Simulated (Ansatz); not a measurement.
**Run report: SiO$_{2}$, geometry relaxation (part 3 of 3)**

The same run, continued: SiO$_{2}$ (12 atoms in the cell); DFT with r2SCAN, PAW plane waves, no spin polarisation (Ansatz 0.2.0); cutoff 500 eV, 6×6×4 k-mesh, Fermi–Dirac smearing of 0.05 eV. The structure derives from an entry of the Crystallography Open Database.

Geometry of the input (Å; fractional positions):
```
4.9746  0.0000  0.0000
0.0000  4.9746  0.0000
0.0000  0.0000  6.9792
Si 0.2967  0.2967  0.0000
Si 0.2034  0.7966  0.2500
Si 0.7034  0.7034  0.5000
Si 0.7966  0.2034  0.7500
O  0.2406  0.0966  0.1747
O  0.4034  0.7406  0.4247
O  0.7594  0.9034  0.6747
O  0.5966  0.2594  0.9247
O  0.7406  0.4034  0.5753
O  0.9034  0.7594  0.3253
O  0.2594  0.5966  0.0753
O  0.0966  0.2406  0.8253
```

## Output, continued
```
  k-point 29: bands = ["-14.5354", "-14.5354", "-14.5354", "-14.5354", "-13.6018", "-13.6018", "-13.6018", "-13.6018", "-2.0870", "-2.0870", "-2.0870", "-2.0870", "0.4016", "0.4016", "0.4016", "0.4016", "1.5017", "1.5017", "1.5017", "1.5017", "2.7312", "2.7312", "2.7312", "2.7312", "3.8129", "3.8129", "3.8129", "3.8129", "4.8776", "4.8776", "4.8776", "4.8776", "15.1812", "15.1812", "15.1812", "15.1812", "16.4788", "16.4788", "16.4788", "16.4788", "18.5112", "18.5112", "18.5112", "18.5112"]
--- Relaxed structure (8 steps of the walk, 8 accepted, 1 SCFs on fresh bases) ---
  F+E_penalty+E_count = -7118.22315870 eV   max|allowed force component| = 1.912e-3 eV/Å   (the final SCF, on the basis selected at the relaxed cell)
  cell:  # Å, volume = 115.9196 Å³
    - [4.4612878327951195, -9.634140780308536e-33, 3.70987916731191e-17]
    - [-4.128917477275087e-33, 4.4612878327951195, 9.634267085840905e-33]
    - [5.204827468300843e-17, 1.3516560785185668e-32, 5.824199249150261]
  atoms:
    - { symbol: Si, position: [0.3511270798852018, 0.3511270798852018, -1.493625320444545e-18] }
    - { symbol: Si, position: [0.1488729201147982, 0.851127079885202, 0.25] }
    - { symbol: Si, position: [0.6488729201147981, 0.6488729201147981, 0.5] }
    - { symbol: Si, position: [0.851127079885202, 0.14887292011479822, 0.75] }
    - { symbol: O, position: [0.2182849678469973, 0.20101633785991768, 0.22881900167816435] }
    - { symbol: O, position: [0.2989836621400823, 0.7182849678469972, 0.47881900167816444] }
    - { symbol: O, position: [0.7817150321530028, 0.7989836621400824, 0.7288190016781644] }
    - { symbol: O, position: [0.7010163378599177, 0.28171503215300275, 0.9788190016781643] }
    - { symbol: O, position: [0.7182849678469972, 0.2989836621400823, 0.5211809983218356] }
    - { symbol: O, position: [0.7989836621400822, 0.7817150321530028, 0.27118099832183556] }
    - { symbol: O, position: [0.2817150321530028, 0.7010163378599177, 0.021180998321835613] }
    - { symbol: O, position: [0.20101633785991768, 0.2182849678469973, 0.7711809983218356] }
--- Löwdin populations: 12 sites ---
  site symbol       q [e]
     0     Si      2.1746
     1     Si      2.1746
     2     Si      2.1746
     3     Si      2.1746
     4      O      6.7995
     5      O      6.7995
     6      O      6.7995
     7      O      6.7995
     8      O      6.7995
     9      O      6.7995
    10      O      6.7995
    11      O      6.7995
  spilling = 0.014145 (of n_electrons = 64.000000)
--- Bader charges: 12 sites ---
  site symbol  charge [e]  shift [e]
     0     Si      3.3544     0.0100
     1     Si      3.3544     0.0100
     2     Si      3.3544     0.0100
     3     Si      3.3544     0.0100
     4      O     -1.6772     0.0050
     5      O     -1.6772     0.0050
     6      O     -1.6772     0.0050
     7      O     -1.6772     0.0050
     8      O     -1.6772     0.0050
     9      O     -1.6772     0.0050
    10      O     -1.6772     0.0050
    11      O     -1.6772     0.0050
  estimated error of the sums over rays = 5.1e-4 e
```

## Trajectory as extended XYZ (Å, eV, eV/Å), 9 frames, from step=1 to step=9
```
12
Lattice="4.9746 0.0000 0.0000 0.0000 4.9746 0.0000 0.0000 0.0000 6.9792" Properties=species:S:1:pos:R:3:forces:R:3 step=1 energy=-7120.21606 pressure_GPa=5.16
Si    1.4757    1.4757    0.0000   -0.1060  -0.1060   0.0000
Si    1.0116    3.9630    1.7448    0.1060  -0.1060   0.0000
Si    3.4989    3.4989    3.4896    0.1060   0.1060   0.0000
Si    3.9630    1.0116    5.2344   -0.1060   0.1060   0.0000
O     1.1969    0.4805    1.2191   -0.0126   0.3066   0.1962
O     2.0068    3.6842    2.9639   -0.3066  -0.0126   0.1962
O     3.7777    4.4941    4.7087    0.0126  -0.3066   0.1962
O     2.9679    1.2904    6.4536    0.3066   0.0126   0.1962
O     3.6842    2.0068    4.0153   -0.0126  -0.3066  -0.1962
O     4.4941    3.7777    2.2705   -0.3066   0.0126  -0.1962
O     1.2904    2.9679    0.5257    0.0126   0.3066  -0.1962
O     0.4805    1.1969    5.7601    0.3066  -0.0126  -0.1962
12
Lattice="4.8502 0.0000 0.0000 0.0000 4.8502 0.0000 0.0000 0.0000 6.6826" Properties=species:S:1:pos:R:3:forces:R:3 step=2 energy=-7119.84126 pressure_GPa=13.59
Si    1.5085    1.5085    0.0000   -0.1022  -0.1022   0.0000
Si    0.9165    3.9336    1.6706    0.1022  -0.1022   0.0000
Si    3.3416    3.3416    3.3413    0.1022   0.1022   0.0000
Si    3.9336    0.9165    5.0119   -0.1022   0.1022   0.0000
O     1.1472    0.5772    1.2234   -0.1432   0.4413   0.8809
O     1.8479    3.5723    2.8941   -0.4413  -0.1432   0.8809
O     3.7030    4.2730    4.5647    0.1432  -0.4413   0.8809
O     3.0022    1.2779    6.2353    0.4413   0.1432   0.8809
O     3.5723    1.8479    3.7885   -0.1432  -0.4413  -0.8809
O     4.2730    3.7030    2.1179   -0.4413   0.1432  -0.8809
O     1.2779    3.0022    0.4472    0.1432   0.4413  -0.8809
O     0.5772    1.1472    5.4592    0.4413  -0.1432  -0.8809
12
Lattice="4.7099 0.0000 0.0000 0.0000 4.7099 0.0000 0.0000 0.0000 6.3417" Properties=species:S:1:pos:R:3:forces:R:3 step=3 energy=-7119.53037 pressure_GPa=18.17
Si    1.5391    1.5391    0.0000   -0.2272  -0.2272   0.0000
Si    0.8158    3.8941    1.5854    0.2272  -0.2272   0.0000
Si    3.1708    3.1708    3.1709    0.2272   0.2272   0.0000
Si    3.8941    0.8158    4.7563   -0.2272   0.2272   0.0000
O     1.0817    0.6982    1.2593   -0.1604   0.7124   0.9229
O     1.6568    3.4366    2.8448   -0.7124  -0.1604   0.9229
O     3.6282    4.0117    4.4302    0.1604  -0.7124   0.9229
O     3.0531    1.2732    6.0157    0.7124   0.1604   0.9229
O     3.4366    1.6568    3.4970   -0.1604  -0.7124  -0.9229
O     4.0117    3.6282    1.9115   -0.7124   0.1604  -0.9229
O     1.2732    3.0531    0.3261    0.1604   0.7124  -0.9229
O     0.6982    1.0817    5.0824    0.7124  -0.1604  -0.9229
12
Lattice="4.5749 0.0000 0.0000 0.0000 4.5749 0.0000 0.0000 0.0000 6.0498" Properties=species:S:1:pos:R:3:forces:R:3 step=4 energy=-7119.19920 pressure_GPa=17.00
Si    1.5537    1.5537    0.0000   -0.0703  -0.0703   0.0000
Si    0.7337    3.8412    1.5124    0.0703  -0.0703   0.0000
Si    3.0211    3.0211    3.0249    0.0703   0.0703   0.0000
Si    3.8412    0.7337    4.5373   -0.0703   0.0703   0.0000
O     1.0144    0.8158    1.3101   -0.0501   0.3816   0.3687
O     1.4716    3.3018    2.8226   -0.3816  -0.0501   0.3687
O     3.5605    3.7591    4.3350    0.0501  -0.3816   0.3687
O     3.1032    1.2731    5.8475    0.3816   0.0501   0.3687
O     3.3018    1.4716    3.2272   -0.0501  -0.3816  -0.3687
O     3.7591    3.5605    1.7148   -0.3816   0.0501  -0.3687
O     1.2731    3.1032    0.2023    0.0501   0.3816  -0.3687
O     0.8158    1.0144    4.7396    0.3816  -0.0501  -0.3687
12
Lattice="4.4356 0.0000 0.0000 0.0000 4.4356 0.0000 0.0000 0.0000 5.7380" Properties=species:S:1:pos:R:3:forces:R:3 step=5 energy=-7117.81190 pressure_GPa=19.64
Si    1.5696    1.5696    0.0000    0.1766   0.1766   0.0000
Si    0.6482    3.7874    1.4345   -0.1766   0.1766   0.0000
Si    2.8660    2.8660    2.8690   -0.1766  -0.1766   0.0000
Si    3.7874    0.6482    4.3035    0.1766  -0.1766   0.0000
O     0.9517    0.9264    1.3387    0.1102  -0.3747  -0.2087
O     1.2914    3.1695    2.7732    0.3747   0.1102  -0.2087
O     3.4839    3.5092    4.2077   -0.1102   0.3747  -0.2087
O     3.1442    1.2661    5.6422   -0.3747  -0.1102  -0.2087
O     3.1695    1.2914    2.9648    0.1102   0.3747   0.2087
O     3.5092    3.4839    1.5303    0.3747  -0.1102   0.2087
O     1.2661    3.1442    0.0958   -0.1102  -0.3747   0.2087
O     0.9264    0.9517    4.3994   -0.3747   0.1102   0.2087
12
Lattice="4.4578 0.0000 0.0000 0.0000 4.4578 0.0000 0.0000 0.0000 5.8252" Properties=species:S:1:pos:R:3:forces:R:3 step=6 energy=-7118.23885 pressure_GPa=20.24
Si    1.5654    1.5654    0.0000    0.0039   0.0039   0.0000
Si    0.6635    3.7943    1.4563   -0.0039   0.0039   0.0000
Si    2.8924    2.8924    2.9126   -0.0039  -0.0039   0.0000
Si    3.7943    0.6635    4.3689    0.0039  -0.0039   0.0000
O     0.9715    0.8975    1.3328    0.0136   0.0029   0.0033
O     1.3314    3.2004    2.7891   -0.0029   0.0136   0.0033
O     3.4863    3.5603    4.2455   -0.0136  -0.0029   0.0033
O     3.1264    1.2574    5.7018    0.0029  -0.0136   0.0033
O     3.2004    1.3314    3.0361    0.0136  -0.0029  -0.0033
O     3.5603    3.4863    1.5798   -0.0029  -0.0136  -0.0033
O     1.2574    3.1264    0.1235   -0.0136   0.0029  -0.0033
O     0.8975    0.9715    4.4924    0.0029   0.0136  -0.0033
12
Lattice="4.4626 0.0000 0.0000 0.0000 4.4626 0.0000 0.0000 0.0000 5.8240" Properties=species:S:1:pos:R:3:forces:R:3 step=7 energy=-7118.26687 pressure_GPa=19.80
Si    1.5674    1.5674    0.0000   -0.0051  -0.0051   0.0000
Si    0.6639    3.7987    1.4560    0.0051  -0.0051   0.0000
Si    2.8952    2.8952    2.9120    0.0051   0.0051   0.0000
Si    3.7987    0.6639    4.3680   -0.0051   0.0051   0.0000
O     0.9744    0.8972    1.3327   -0.0011  -0.0073  -0.0061
O     1.3340    3.2057    2.7887    0.0073  -0.0011  -0.0061
O     3.4882    3.5653    4.2447    0.0011   0.0073  -0.0061
O     3.1285    1.2569    5.7007   -0.0073   0.0011  -0.0061
O     3.2057    1.3340    3.0353   -0.0011   0.0073   0.0061
O     3.5653    3.4882    1.5793    0.0073   0.0011   0.0061
O     1.2569    3.1285    0.1233    0.0011  -0.0073   0.0061
O     0.8972    0.9744    4.4913   -0.0073  -0.0011   0.0061
12
Lattice="4.4613 0.0000 0.0000 0.0000 4.4613 0.0000 0.0000 0.0000 5.8242" Properties=species:S:1:pos:R:3:forces:R:3 step=8 energy=-7118.25907 pressure_GPa=20.00
Si    1.5665    1.5665    0.0000   -0.0004  -0.0004   0.0000
Si    0.6642    3.7971    1.4561    0.0004  -0.0004   0.0000
Si    2.8948    2.8948    2.9121    0.0004   0.0004   0.0000
Si    3.7971    0.6642    4.3681   -0.0004   0.0004   0.0000
O     0.9738    0.8968    1.3327    0.0003   0.0003  -0.0001
O     1.3339    3.2045    2.7887   -0.0003   0.0003  -0.0001
O     3.4875    3.5645    4.2448   -0.0003  -0.0003  -0.0001
O     3.1274    1.2568    5.7008    0.0003  -0.0003  -0.0001
O     3.2045    1.3339    3.0355    0.0003  -0.0003   0.0001
O     3.5645    3.4875    1.5794   -0.0003  -0.0003   0.0001
O     1.2568    3.1274    0.1234   -0.0003   0.0003   0.0001
O     0.8968    0.9738    4.4915    0.0003   0.0003   0.0001
12
Lattice="4.4613 0.0000 0.0000 0.0000 4.4613 0.0000 0.0000 0.0000 5.8242" Properties=species:S:1:pos:R:3:forces:R:3 step=9 energy=-7118.22316 pressure_GPa=20.02
Si    1.5665    1.5665    0.0000   -0.0001  -0.0001   0.0000
Si    0.6642    3.7971    1.4561    0.0001  -0.0001   0.0000
Si    2.8948    2.8948    2.9121    0.0001   0.0001   0.0000
Si    3.7971    0.6642    4.3681   -0.0001   0.0001   0.0000
O     0.9738    0.8968    1.3327   -0.0004   0.0015   0.0019
O     1.3339    3.2045    2.7887   -0.0015  -0.0004   0.0019
O     3.4875    3.5645    4.2448    0.0004  -0.0015   0.0019
O     3.1274    1.2568    5.7008    0.0015   0.0004   0.0019
O     3.2045    1.3339    3.0355   -0.0004  -0.0015  -0.0019
O     3.5645    3.4875    1.5794   -0.0015   0.0004  -0.0019
O     1.2568    3.1274    0.1234    0.0004   0.0015  -0.0019
O     0.8968    0.9738    4.4915    0.0015  -0.0004  -0.0019
```

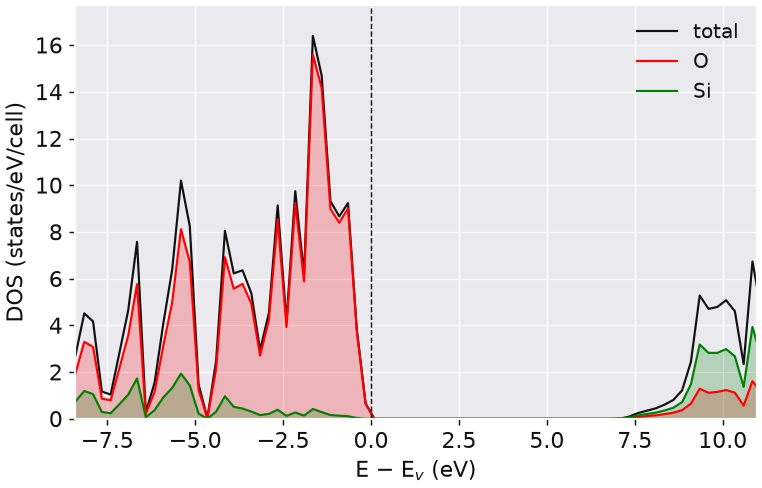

Density of states (projected on Löwdin-orthogonalised atomic shells), with energies from the valence-band top. There is a gap of 6.97 eV on the k-point mesh.

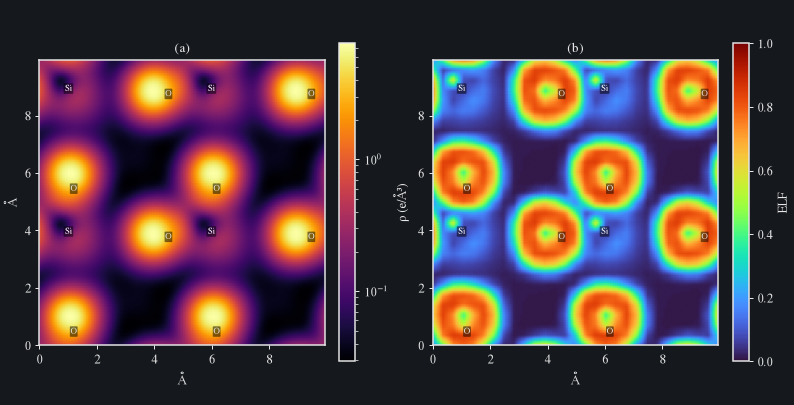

(a) valence pseudo-density; (b) electron localisation function on the plane of lattice vectors 1 and 2 of the input at fractional height 0.250 along vector 3, 2 × 2 cells, interpolated from points about 0.3 Å apart. The plane passes within 0.2 Å of Si and O sites. The density in this plane falls to 0.029 e/Å³ at its lowest. The fields are smooth PAW fields, not the true ones close to the nuclei.

## Key numbers

| quantity | value |
| --- | --- |
| outcome | converged |
| space group (tolerance 0.01 Å) | P4₁2₁2 (92) |
| electrons treated | 64 |
| free energy | −7118.2232 eV |
| Fermi energy | 8.943 eV |
| gap on the k-point mesh | 6.97 eV |
| pressure | 20.02 GPa |
| final volume | 115.92 Å³ |
| largest force (length of the vector) at the end | 0.002 eV/Å |
| final cell | a = 4.461 Å, b = 4.461 Å, c = 5.824 Å, α = 90.00°, β = 90.00°, γ = 90.00° |
| hardware | 2 threads of Arm Neoverse V1, 24 GiB of memory available, shared host |
| wall time | 4.9 min (CPU time 9.7 min) |
| peak memory | 0.77 GiB |

## Notes

The cell was relaxed to the target pressure of the input; what is minimised is then the enthalpy E + pV.
